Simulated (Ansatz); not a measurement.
## Geometry relaxation of C12Cl (part 1 of 3)

- system: C12Cl (slab, 13 atoms in the cell)
- method: DFT PBE, scalar-relativistic, plane waves, PAW, PAW set soft_1, no spin polarisation (Ansatz 0.2.0)

The structure derives from a Materials Project entry. The input holds or restrains some coordinates. Forces given for the steps count only the free coordinates.

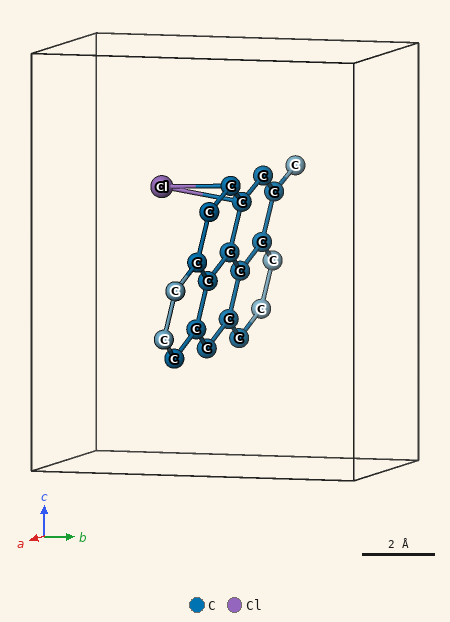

Figure 1. The input geometry (ball-and-stick view of the cell of the calculation, with the vacuum cut short, seen slightly off an axis; neighbours outside the cell are drawn fainter). An atom can appear more than once, as a periodic image.

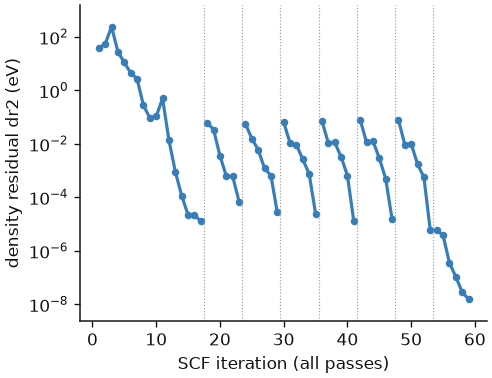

Figure 2. Convergence of the self-consistent field: density residual dr2 against the SCF iteration. The dotted lines part the SCF passes of the relaxation: geometry steps, rejected trials and re-solves on a re-selected basis. The 8 passes take 6 to 17 iterations each, 59 in all.

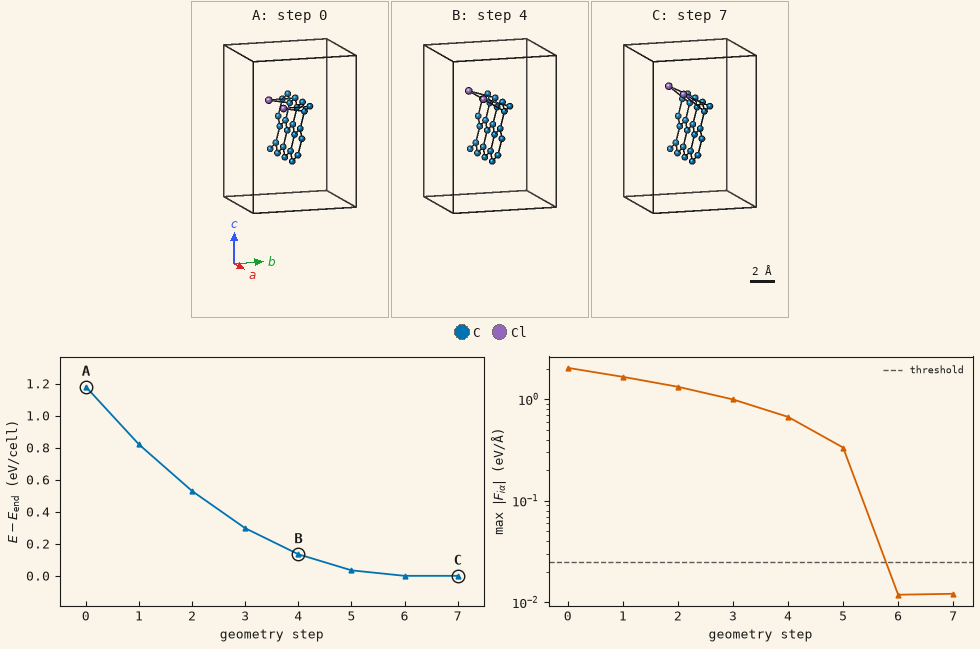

Figure 3. Frames of the restrained relaxation (ball-and-stick view of the 2 repeat of the cell, with the vacuum cut short, seen slightly off an axis) above the curves, on which the letters mark them (the first geometry is step 0 here and step 1 in the log).

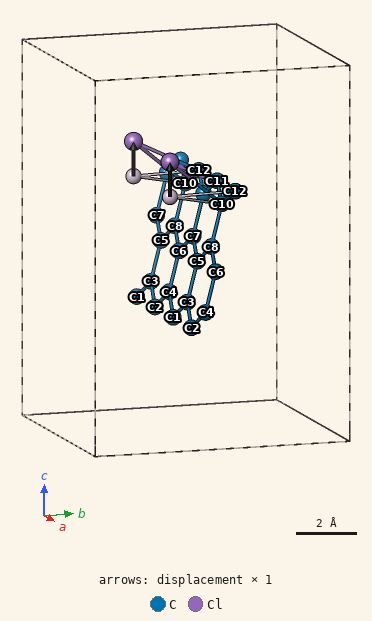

Figure 4. Start (faint) and end (solid) with the displacements as black arrows, at true length (ball-and-stick view of the 2 repeat of the cell, with the vacuum cut short, seen slightly off an axis). Cl13 moves most: 1.19 Å. C stays in place. The cell doesn't change. Among the contacts that change: C10–Cl13 2.285 → 2.770 Å, C12–Cl13 2.224 → 2.443 Å. Among the angles that change: C8–C10–Cl13 88.2° → 112.9°, C11–C10–Cl13 112.1° → 97.1°, C10–C12–Cl13 74.6° → 88.3°. Over 7 geometry steps the energy falls by 1.180 eV per cell of the calculation. The largest force component goes from 2 to 0.012 eV/Å. (Atoms are counted from 1 in the order of the input.)

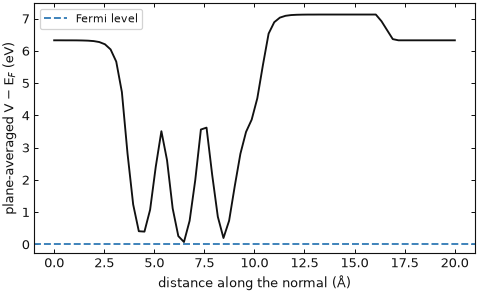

Figure 5. Plane average of the electrostatic potential energy of an electron across the cell, from the Fermi level. The vacuum level lies 7.13 eV above the Fermi level on the upper side and 6.33 eV on the lower.

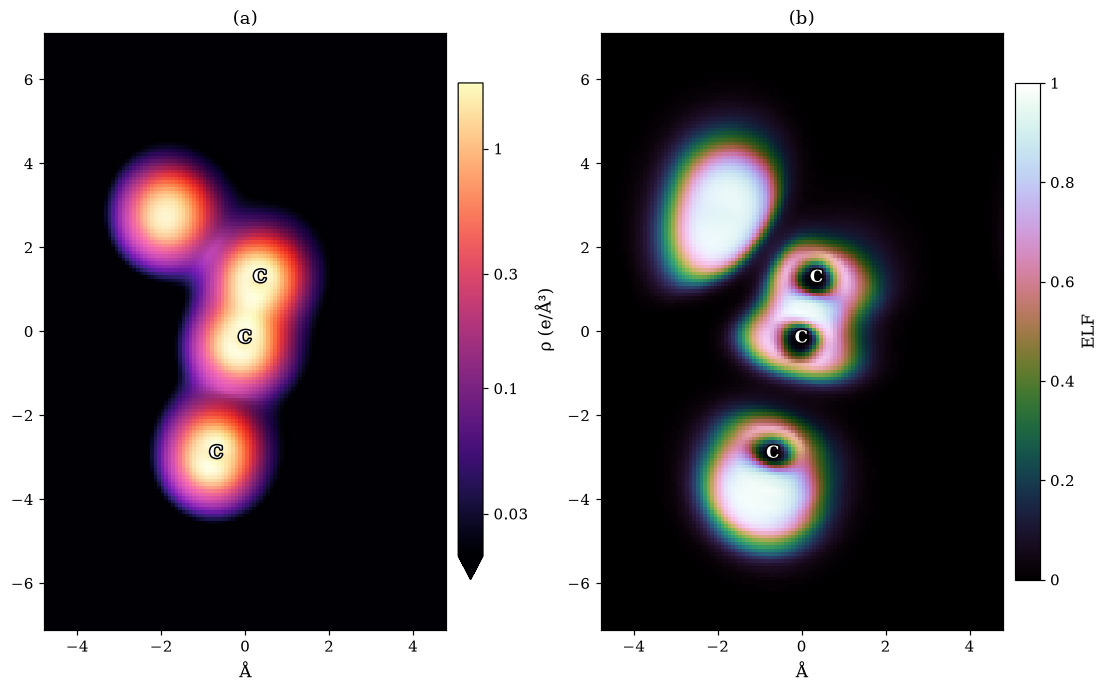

Figure 6. (a) valence pseudo-density; (b) electron localisation function on the (100) plane of the calculation cell, a cut from vacuum to vacuum. The section cuts through C sites. The density dies away to nearly zero in the vacuum. In a PAW calculation such maps are meaningful between the atoms, not at the nuclei.

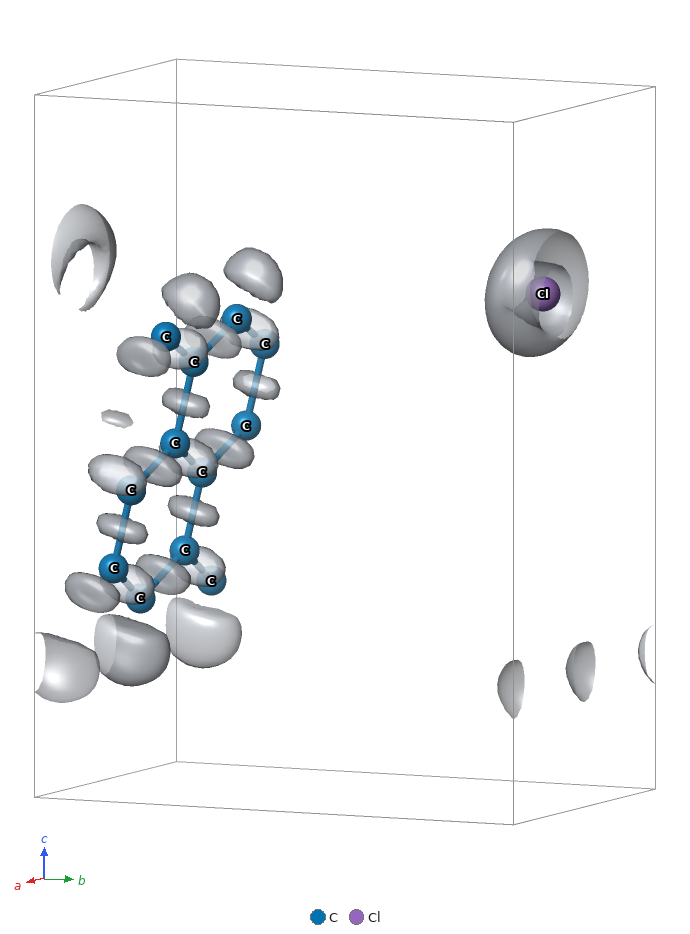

Figure 7. Isosurface of the electron localisation function at 0.85 (grey), seen at an oblique angle. Core shells and regions of very low density are left out. Sticks mark near contacts.

These pictures come from the run below.

### Input file
```yaml
crystal:
  lattice:
    - [4.9326910638, 0.0, 0.0]
    - [-1.2331727659, 8.7858796652, 0.0]
    - [0.0, 0.0, 20.2907143276]
  atoms:
    - { symbol: C, position: [0.0197005045, 0.0788020181, 0.1971345087] }
    - { symbol: C, position: [0.5197005045, 0.0788020181, 0.1971345087] }
    - { symbol: C, position: [0.2746256306, 0.0985025226, 0.2311704171] }
    - { symbol: C, position: [0.7746256306, 0.0985025226, 0.2311704171] }
    - { symbol: C, position: [0.2844758829, 0.1379035317, 0.2992422339] }
    - { symbol: C, position: [0.7844758829, 0.1379035317, 0.2992422339] }
    - { symbol: C, position: [0.0392966974, 0.1571967136, 0.3324023517] }
    - { symbol: C, position: [0.5392966974, 0.1571967136, 0.3324023517] }
    - { symbol: C, position: [0.0496769426, 0.1987212268, 0.4035397394] }
    - { symbol: C, position: [0.5496769426, 0.1987212268, 0.4035397394] }
    - { symbol: C, position: [0.3040736089, 0.2163107297, 0.4332382875] }
    - { symbol: C, position: [0.8040736089, 0.2163107297, 0.4332382875] }
    - { symbol: Cl, position: [0.6790736089, 0.9663107297, 0.4253529072] }
basis:
  ecutwfc: 420
kpoints:
  mp_grid: { grid: [6, 3, 1] }
hamiltonian:
  xc: pbe
  pseudopotentials: { kind: paw, azcp: { folder: soft_1 } }
scf:
  occupations: { method: gaussian, width: 0.1 }
output:
  forces: true
  eigenvalues: true
  write_density: true
  write_potential: true
  elf: true
  volumetric_format: npy
relax:
  adjacent_minimum: "off"
  f_tol: 0.025
  max_steps: 16
  constraints:
    - { sites: [0, 1, 2, 3, 4, 5, 6, 7, 8, 9, 10, 11] }
    - { sites: [12], fix: xy }
efield:
  axis: 3
  dipole_correction: true
  ramp_width: 0.04
```

Run as:
```bash
ansatz run input.yaml --threads 4 --pin off --max-ram 12288MiB --backend cpu --events-out ev --progress --plain --runs-dir out
```

### What the program printed
```
Engine: ansatz 0.2.0, aarch64-unknown-linux-gnu
Pseudopotentials: kind: paw
Pseudopotential: C, paw, valence charge 4, recommended cutoff 420 eV (normal), [file]
Pseudopotential: Cl, paw, valence charge 7, recommended cutoff 420 eV (normal), [file]
Functional definition: PBE
  parameter kappa = 0.804
  parameter beta = 0.06672455060314922
  exchange = pbe_x(kappa = kappa, mu = beta*pi^2/3)
  correlation = pbe_c(beta = beta)
Crystal: 13 atoms, lattice volume = 879.360 Å³
Basis set: ecut = 420 eV, 17169 PW (Γ), exchange–correlation on 72×120×288 points (8 copies of the dense FFT grid, shifted against one another)
Bands: 41, of which v1, the nominal top of the filled ones, is band 28 counted from 1 (27 counted from 0)
Symmetry: 1 space group operations
Space group: P1 (ITA 1), of the structure as read, at distance tolerance 9.6e-5 Å
k-points: 10 of 18 (time reversal used)
Non-local potential: C, projectors of the file, l = 0: 2, l = 1: 2, l = 2: 1
Non-local potential: Cl, projectors of the file, l = 0: 2, l = 1: 2, l = 2: 1
PAW form: soft (Blöchl's): semilocal exchange-correlation on the pseudo side does not see the compensation charge
PAW one-centre angular grid: C, 110 points (default); XC on 64 Gauss nodes
PAW one-centre angular grid: Cl, 110 points (default); XC on 64 Gauss nodes
Initial density: superposition of atomic densities (neutral atoms: chi_scale 0, normalization atom)
Initial wavefunctions: pseudopotential atomic-orbital guess
Functional: x = pbe(κ = 0.804, μ = 0.2195149727645171), c = pbe(β = 0.06672455060314922)
SCF iter   1: F=—  HF=-4083.342705 eV  |F-HF|=—  |Δ(HF+E_count)|=         —  Δρ=5.09e-2  dr2=3.81e1  ethr=3.10e-3  p=0.000 e·Å  D=3.61e-8 V/Å  ΔV_dip=-0.00 eV  dr2_dipole=2.27e0  V_vac-E_F(+/−)=8.41/8.41 eV  ⟨swp⟩=9.4  Hψ=2379  notcnv=0  defer=28
efield: sawtooth ramp at fractional position 0.7952 (placed from the atoms, in the widest stretch of the axis that holds none; the zero of the levels goes with the place), width 0.0400; the density the first Hamiltonian is built on has a dipole p = 0.000 e·Å; the dipole correction subtracts the counter field D = 3.61e-8 V/Å, which shifts the + side's vacuum level by -0.00 eV against the − side's; the planar-averaged density in the ramp window peaks in size at 3.4e-7 e/Å³
preconditioner: auto → LDOS  [insulator: Δε(μ)=0.192 eV  Ē_g=13.183 eV  σ=0.100 eV  W_gap=0.83  n_scr=84 (ndim 8)  ℏωp=9.1 eV  f_vac=0.755  D(μ)=3.48/eV (n_scr^D=10)  ε∞_Penn≈1.5  β→1.0]
SCF iter   2: F=—  HF=-4079.482833 eV  |F-HF|=—  |Δ(HF+E_count)|=    3.86e0  Δρ=3.98e-2  dr2=5.45e1  ethr=3.10e-3  p=0.023 e·Å  D=4.68e-3 V/Å  ΔV_dip=-0.09 eV  dr2_dipole=1.21e1  V_vac-E_F(+/−)=6.07/6.17 eV  ⟨swp⟩=4.4  Hψ=1105  notcnv=0  defer=62
preconditioner: auto → Resta (q_TF=auto, 1.719 Å⁻¹)  ε∞=1.6  [insulator: Δε(μ)=0.360 eV  Ē_g=12.328 eV  σ=0.100 eV  W_gap=0.99  n_scr=84 (ndim 8)  ℏωp=9.3 eV  f_vac=0.777  D(μ)=0.20/eV (n_scr^D=0)  ε∞_Penn≈1.6  vacuum switching on, ρ_ref=1.1e-2 e/Å³  β→0.5]
SCF iter   3: F=—  HF=-4108.162763 eV  |F-HF|=—  |Δ(HF+E_count)|=    2.87e1  Δρ=6.37e-2  dr2=2.40e2  ethr=3.10e-3  p=-1.961 e·Å  D=-4.03e-1 V/Å  ΔV_dip=8.19 eV  dr2_dipole=5.59e1  V_vac-E_F(+/−)=9.07/0.89 eV  ⟨swp⟩=14.8  Hψ=2346  notcnv=0  defer=61  recentre
SCF iter   4: F=—  HF=-4078.173911 eV  |F-HF|=—  |Δ(HF+E_count)|=    3.00e1  Δρ=2.56e-2  dr2=2.72e1  ethr=3.10e-3  p=-0.353 e·Å  D=-7.26e-2 V/Å  ΔV_dip=1.47 eV  dr2_dipole=6.69e0  V_vac-E_F(+/−)=6.92/5.45 eV  ⟨swp⟩=5.4  Hψ=1335  notcnv=0  defer=84
SCF iter   5: F=—  HF=-4076.963461 eV  |F-HF|=—  |Δ(HF+E_count)|=    1.21e0  Δρ=1.98e-2  dr2=1.10e1  ethr=3.10e-3  p=0.057 e·Å  D=1.16e-2 V/Å  ΔV_dip=-0.24 eV  dr2_dipole=2.40e0  V_vac-E_F(+/−)=6.29/6.52 eV  ⟨swp⟩=3.7  Hψ=765  notcnv=0  defer=71
SCF iter   6: F=—  HF=-4076.675384 eV  |F-HF|=—  |Δ(HF+E_count)|=   2.88e-1  Δρ=1.20e-2  dr2=4.50e0  ethr=3.10e-3  p=0.019 e·Å  D=3.83e-3 V/Å  ΔV_dip=-0.08 eV  dr2_dipole=1.02e0  V_vac-E_F(+/−)=6.39/6.46 eV  ⟨swp⟩=2.7  Hψ=501  notcnv=0  defer=62
SCF iter   7: F=—  HF=-4076.673275 eV  |F-HF|=—  |Δ(HF+E_count)|=   2.11e-3  Δρ=1.36e-2  dr2=2.71e0  ethr=3.10e-3  p=-0.036 e·Å  D=-7.37e-3 V/Å  ΔV_dip=0.15 eV  dr2_dipole=6.48e-3  V_vac-E_F(+/−)=6.49/6.34 eV  ⟨swp⟩=1.7  Hψ=425  notcnv=0  defer=62
SCF iter   8: F=—  HF=-4076.552619 eV  |F-HF|=—  |Δ(HF+E_count)|=   1.21e-1  Δρ=3.39e-3  dr2=2.72e-1  ethr=3.10e-3  p=-0.043 e·Å  D=-8.88e-3 V/Å  ΔV_dip=0.18 eV  dr2_dipole=4.22e-2  V_vac-E_F(+/−)=6.50/6.32 eV  ⟨swp⟩=1.2  Hψ=347  notcnv=0  defer=62
SCF iter   9: F=—  HF=-4076.548281 eV  |F-HF|=—  |Δ(HF+E_count)|=   4.34e-3  Δρ=2.29e-3  dr2=9.44e-2  ethr=4.94e-4  p=-0.028 e·Å  D=-5.67e-3 V/Å  ΔV_dip=0.12 eV  dr2_dipole=9.87e-3  V_vac-E_F(+/−)=6.46/6.34 eV  ⟨swp⟩=1.0  Hψ=406  notcnv=0  defer=65
SCF iter  10: F=—  HF=-4076.546138 eV  |F-HF|=—  |Δ(HF+E_count)|=   2.14e-3  Δρ=1.67e-3  dr2=1.05e-1  ethr=1.72e-4  p=-0.024 e·Å  D=-4.94e-3 V/Å  ΔV_dip=0.10 eV  dr2_dipole=2.55e-2  V_vac-E_F(+/−)=6.44/6.34 eV  ⟨swp⟩=1.0  Hψ=345  notcnv=0  defer=65
SCF iter  11: F=—  HF=-4076.552286 eV  |F-HF|=—  |Δ(HF+E_count)|=   6.15e-3  Δρ=3.34e-3  dr2=5.04e-1  ethr=1.72e-4  p=-0.044 e·Å  D=-9.08e-3 V/Å  ΔV_dip=0.18 eV  dr2_dipole=1.29e-1  V_vac-E_F(+/−)=6.49/6.31 eV  ⟨swp⟩=1.2  Hψ=347  notcnv=0  defer=65  recentre
SCF iter  12: F=—  HF=-4076.544597 eV  |F-HF|=—  |Δ(HF+E_count)|=   7.69e-3  Δρ=5.91e-4  dr2=1.35e-2  ethr=1.72e-4  p=-0.031 e·Å  D=-6.31e-3 V/Å  ΔV_dip=0.13 eV  dr2_dipole=3.41e-3  V_vac-E_F(+/−)=6.45/6.32 eV  ⟨swp⟩=1.0  Hψ=359  notcnv=0  defer=65
SCF iter  13: F=—  HF=-4076.544466 eV  |F-HF|=—  |Δ(HF+E_count)|=   1.31e-4  Δρ=2.14e-4  dr2=9.17e-4  ethr=2.46e-5  p=-0.028 e·Å  D=-5.86e-3 V/Å  ΔV_dip=0.12 eV  dr2_dipole=1.30e-4  V_vac-E_F(+/−)=6.45/6.33 eV  ⟨swp⟩=1.0  Hψ=375  notcnv=0  defer=65
SCF iter  14: F=—  HF=-4076.544454 eV  |F-HF|=—  |Δ(HF+E_count)|=   1.20e-5  Δρ=7.19e-5  dr2=1.14e-4  ethr=1.67e-6  p=-0.029 e·Å  D=-5.87e-3 V/Å  ΔV_dip=0.12 eV  dr2_dipole=2.25e-5  V_vac-E_F(+/−)=6.44/6.32 eV  ⟨swp⟩=1.2  Hψ=347  notcnv=0  defer=65
SCF iter  15: F=—  HF=-4076.544452 eV  |F-HF|=—  |Δ(HF+E_count)|=   1.22e-6  Δρ=3.15e-5  dr2=2.19e-5  ethr=2.07e-7  p=-0.029 e·Å  D=-5.87e-3 V/Å  ΔV_dip=0.12 eV  dr2_dipole=3.44e-6  V_vac-E_F(+/−)=6.44/6.32 eV  ⟨swp⟩=1.3  Hψ=362  notcnv=0  defer=65
SCF iter  16: F=—  HF=-4076.544453 eV  |F-HF|=—  |Δ(HF+E_count)|=   4.23e-7  Δρ=3.85e-5  dr2=2.18e-5  ethr=2.84e-8  p=-0.029 e·Å  D=-5.88e-3 V/Å  ΔV_dip=0.12 eV  dr2_dipole=6.54e-7  V_vac-E_F(+/−)=6.44/6.32 eV  ⟨swp⟩=34.3  Hψ=5267  notcnv=0
SCF iter  17: F=-4076.544443 eV  HF=-4076.544452 eV  |F-HF|=9.14e-6  |Δ(HF+E_count)|=   3.55e-7  Δρ=3.12e-5  dr2=1.26e-5  ethr=2.84e-8  p=-0.029 e·Å  D=-5.88e-3 V/Å  ΔV_dip=0.12 eV  dr2_dipole=4.67e-8  V_vac-E_F(+/−)=6.44/6.32 eV  ⟨swp⟩=12.8  Hψ=3196  notcnv=0
SCF 1 converged in 17 iterations: F = -4076.544443 eV  dr2 = 1.26e-5
  greatest PAW one-centre occupation: 0.917 electrons in one spin orbital (limit 2), on the Cl atom at site 12 (counted from 0), in its partial waves of l = 0
relax step   1: F+E_penalty+E_count = -4076.54444329 eV  Δ(F+E_penalty+E_count) = +0.000e0 eV  max|allowed force component| = 2.038e0 eV/Å  Δτ_max = 0.0000 Å  (17 SCF iters, dr2 threshold 1.56e-5 eV, accepted)
Initial density: handed on by an earlier stage of this run
Initial wavefunctions: those handed on with the density
iter 1 solved again at ethr=1.00e-4 eV; its pass at ethr=3.10e-3 eV (dr2=5.51e-2 eV) is discarded
```
